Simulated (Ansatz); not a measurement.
Input

```
crystal:
  lattice:
    - [4.7799675393, 0.0, 0.0]
    - [-2.3899837696, 4.1395733183, 0.0]
    - [0.0, 0.0, 6.5547553971]
  atoms:
    - { symbol: Ta, position: [0.5, 0.0, 0.0] }
    - { symbol: Ta, position: [0.5, 0.5, 0.6666666667] }
    - { symbol: Ta, position: [0.0, 0.5, 0.3333333333] }
    - { symbol: Si, position: [0.1582725697, 0.3165451394, 0.0] }
    - { symbol: Si, position: [0.8417274303, 0.1582725697, 0.6666666667] }
    - { symbol: Si, position: [0.6834548606, 0.8417274303, 0.3333333333] }
    - { symbol: Si, position: [0.8417274303, 0.6834548606, 0.0] }
    - { symbol: Si, position: [0.1582725697, 0.8417274303, 0.6666666667] }
    - { symbol: Si, position: [0.3165451394, 0.1582725697, 0.3333333333] }
basis:
  ecutwfc: 500
kpoints:
  mp_grid: { grid: [12, 12, 6] }
hamiltonian:
  xc: r2scan
scf:
  occupations: { method: gaussian, width: 0.15 }
output:
  forces: true
  stress: true
  eigenvalues: true
  write_density: true
  write_potential: true
  elf: true
  volumetric_format: npy
```

Command:

```sh
ansatz run input.yaml --threads 2 --pin off --max-ram 5120MiB --backend cpu --events-out ev --progress --plain --runs-dir out
```

Below, planes, directions and counts refer to the conventional cell (a = 4.78 Å, b = 4.78 Å, c = 6.55 Å, α = 90.00°, β = 90.00°, γ = 120.00°).

Space group P6₄22; computed without spin polarisation.

The calculation used DFT r2SCAN, scalar-relativistic, plane waves, PAW (Ansatz 0.2.0).

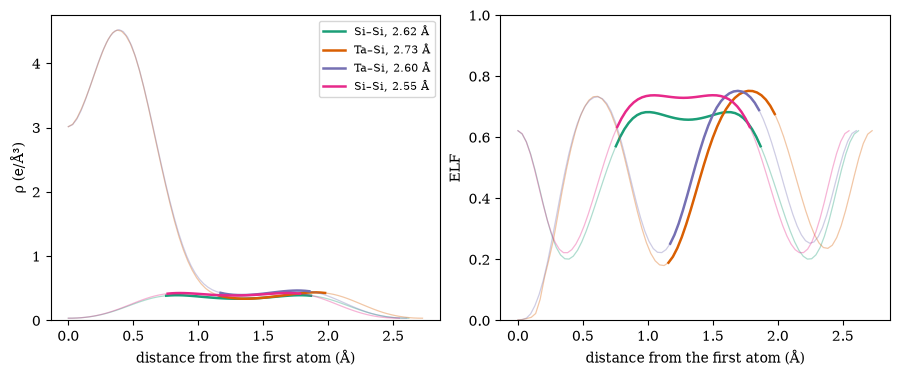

TaSi2. Valence charge density (pseudo) and ELF along straight lines between neighbouring atoms. Thin, pale parts lie inside the atomic spheres.

The density is the valence pseudo-density of a PAW calculation; it isn't the true density close to the nuclei.

Question: What can be read from the curves?

Answer: Si–Si (2.62 Å): ρ at the midpoint is about 0.34 e/Å³; the ELF peaks at about 0.70 between the atoms.
Ta–Si (2.73 Å): ρ is about 0.34 e/Å³ halfway; the ELF peaks at about 0.75 in the valence shell of Si, 1.0 Å from its nucleus, and is about 0.40 at the midpoint.
Ta–Si (2.60 Å): ρ is about 0.4 e/Å³ halfway; the ELF peaks at about 0.75 in the valence shell of Si, 0.9 Å from its nucleus, and is about 0.40 at the midpoint.
Si–Si (2.55 Å): ρ is about 0.39 e/Å³ halfway; the ELF peaks at about 0.75 between the atoms.
